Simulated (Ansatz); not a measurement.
System: Al3Ni2 (slab).

Input

```
crystal:
  lattice:
    - [4.0031396416, 0.0, 0.0]
    - [-2.0015698208, 5.9693585545, 0.0]
    - [0.0, 0.0, 25.2415815568]
  atoms:
    - { symbol: Al, position: [0.5604928448, 0.1209856896, 0.2971287668] }
    - { symbol: Ni, position: [0.9358044033, 0.8716088066, 0.3112934909] }
    - { symbol: Al, position: [0.3313534677, 0.6627069355, 0.3322869622] }
    - { symbol: Ni, position: [0.7269025321, 0.4538050643, 0.3532804334] }
    - { symbol: Al, position: [0.1022140907, 0.2044281813, 0.3674451575] }
    - { symbol: Al, position: [0.8918463125, 0.7836926251, 0.4089374587] }
    - { symbol: Ni, position: [0.267157871, 0.5343157421, 0.4231021828] }
    - { symbol: Al, position: [0.6627069355, 0.3254138709, 0.4440956541] }
    - { symbol: Ni, position: [0.0582559999, 0.1165119998, 0.4650891253] }
    - { symbol: Al, position: [0.4335675584, 0.8671351168, 0.4792538494] }
    - { symbol: Al, position: [0.2231997803, 0.4463995605, 0.5207461506] }
    - { symbol: Ni, position: [0.5985113388, 0.1970226776, 0.5349108747] }
    - { symbol: Al, position: [0.9940604032, 0.9881208064, 0.5559043459] }
    - { symbol: Ni, position: [0.3896094676, 0.7792189352, 0.5768978172] }
    - { symbol: Al, position: [0.7649210261, 0.5298420522, 0.5910625413] }
    - { symbol: Al, position: [0.554553248, 0.109106496, 0.6325548425] }
    - { symbol: Ni, position: [0.9298648065, 0.859729613, 0.6467195666] }
    - { symbol: Al, position: [0.3254138709, 0.6508277419, 0.6677130378] }
    - { symbol: Ni, position: [0.7209629353, 0.4419258707, 0.6887065091] }
    - { symbol: Al, position: [0.0962744939, 0.1925489877, 0.7028712332] }
basis:
  ecutwfc: 420
kpoints:
  mp_grid: { grid: [9, 6, 1] }
hamiltonian:
  xc: pbesol
scf:
  occupations: { method: gaussian, width: 0.1 }
output:
  forces: true
  eigenvalues: true
  write_density: true
  write_potential: true
  elf: true
  volumetric_format: npy
relax:
  adjacent_minimum: "off"
  f_tol: 0.02
  max_steps: 60
efield:
  axis: 3
  dipole_correction: true
  ramp_width: 0.04
```

Run with:

```sh
ansatz run input.yaml --threads 2 --pin off --max-ram 5120MiB --backend cpu --events-out ev --progress --plain --runs-dir out
```

The fields are those of the run's last geometry, not of the input's.

Computed without spin polarisation.

Theory: DFT PBEsol, scalar-relativistic, plane waves, PAW (Ansatz 0.2.0).

Question: What will maps of the valence pseudo-density and electron localisation function show?

Answer: Al–Ni (2.39 Å): the density is about 0.36 e/Å³ at the midpoint; the ELF peaks at about 0.60 between the atoms.
Al–Al (2.62 Å): ρ at the midpoint is about 0.26 e/Å³; the ELF peaks at about 0.70 between the atoms.
Ni–Ni (2.63 Å): ρ is about 0.3 e/Å³ halfway; the ELF is about 0.35 at the midpoint.

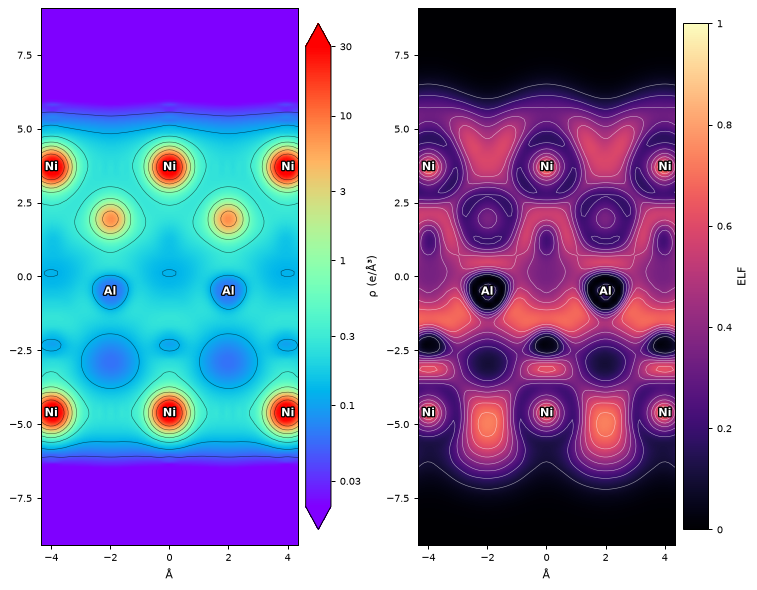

Computed valence pseudo-density and electron localisation function on the (010) plane of the calculation cell, a cut from vacuum to vacuum, in this order. Atoms just off the plane (Al, 0.5 Å away and Ni, 0.5 Å away) can leave unmarked features too.

The density is the valence pseudo-density of a PAW calculation; it isn't the true density close to the nuclei.
